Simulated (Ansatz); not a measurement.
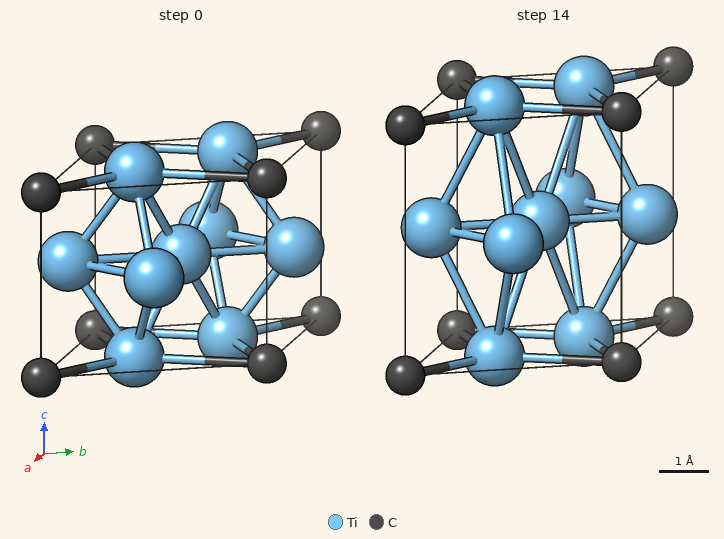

The structure of a crystal of Ti5C (a generated structure, set up in P6/mmm) (coarse preliminary run) before (left) and after (right) a relaxation, at one scale.

A ball-and-stick model of the cell of the calculation, seen slightly off an axis.

All numbers below come from DFT PBE, scalar-relativistic, plane waves, PAW (Ansatz 0.2.0).

Input
```yaml
crystal:
  lattice:
    - [4.91298161, 0.0, 0.0]
    - [-2.4564908, 4.25476688, 0.0]
    - [0.0, 0.0, 3.94456341]
  atoms:
    - { symbol: Ti, position: [0.33333333, 0.66666667, 0.0] }
    - { symbol: Ti, position: [0.66666667, 0.33333333, 0.0] }
    - { symbol: Ti, position: [0.5, 0.0, 0.5] }
    - { symbol: Ti, position: [0.5, 0.5, 0.5] }
    - { symbol: Ti, position: [0.0, 0.5, 0.5] }
    - { symbol: C, position: [0.0, 0.0, 0.0] }
basis:
  ecutwfc: 420
kpoints:
  mp_grid: { grid: [6, 6, 4] }
hamiltonian:
  xc: pbe
scf:
  occupations: { method: gaussian, width: 0.1 }
  lower_state_search: "off"
output:
  forces: true
  stress: true
  eigenvalues: true
relax:
  adjacent_minimum: "off"
  f_tol: 0.04
  max_steps: 70
  cell: { stress_tol: 0.4 }
```

Command:
```bash
ansatz run input.yaml --threads 1 --pin off --max-ram 2560MiB --backend cpu --events-out ev --progress --plain --runs-dir out
```

Describe what moved and what it gained.

Answer. No atom moves by more than 0.005 Å relative to the cell. The drawn cell changes as follows: a = b 4.913 → 4.702 Å (−4.3 %), c 3.945 → 5.329 Å (+35.1 %); the volume changes by +23.7 %. Some distances before and after: Ti1–Ti3 2.429 → 2.990 Å, Ti1–C6 2.837 → 2.715 Å, Ti1–Ti2 2.837 → 2.715 Å, Ti3–Ti4 2.456 → 2.351 Å. The space group stays P6/mmm (No. 191). The energy falls by 418 meV per atom in 11 accepted moves (14 points after the start). All forces vanish by symmetry, so only the cell relaxes. Pressure: 24.11 GPa at the start and −0.11 GPa at the end. The line search rejected the trial step at point 7 of the run. The SCF was repeated twice at an unchanged geometry on a basis and grid sized afresh for the cell, which shifted the energy by 48.2 meV per atom at most. Cost: 2.8 min on 1 thread of Intel(R) Xeon(R) Processor @ 2.50GHz (Skylake/Cascade Lake), with other jobs on the host, peak memory 0.42 GiB.

Limits of the set-up: the k-point mesh is coarse for a cell with partly filled bands.
